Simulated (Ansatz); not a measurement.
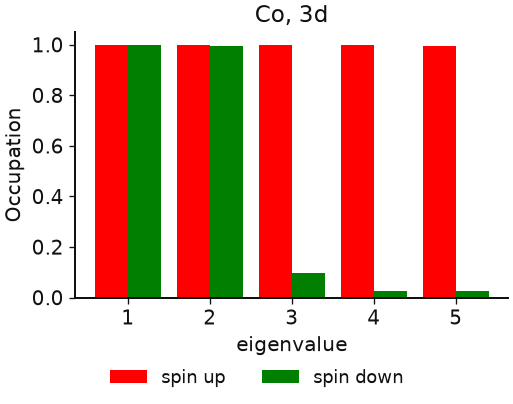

Eigenvalues of the local occupation matrix of the d shell (Löwdin-orthogonalised atomic projectors).

Calculation on CoO, space group Fm-3m, 2 atoms in the cell, CoO type.

Level of theory: DFT PBE+U, scalar-relativistic, plane waves, PAW, Ueff = 8 eV on Co d, spin-polarised, 8×8×8 k mesh, 420 eV cutoff, Gaussian smearing of 0.05 eV; code Ansatz.

### How many states of the shell are filled, counting eigenvalues over 0.6?

Counting eigenvalues over 0.6 as filled, Co has 7 filled d states (d⁷), 5 up and 2 down, high spin; the eigenvalues sum to 7.1. The small eigenvalues come from mixing with neighbours' orbitals.

Start of the run: random orbitals: harmonics, high filling. Such runs often end in metastable states, so this need not be the lowest one. The shell occupations typed at the start changed during the run. The occupations of the open shells lower the symmetry of the state. The cell is at 29 GPa in this functional.
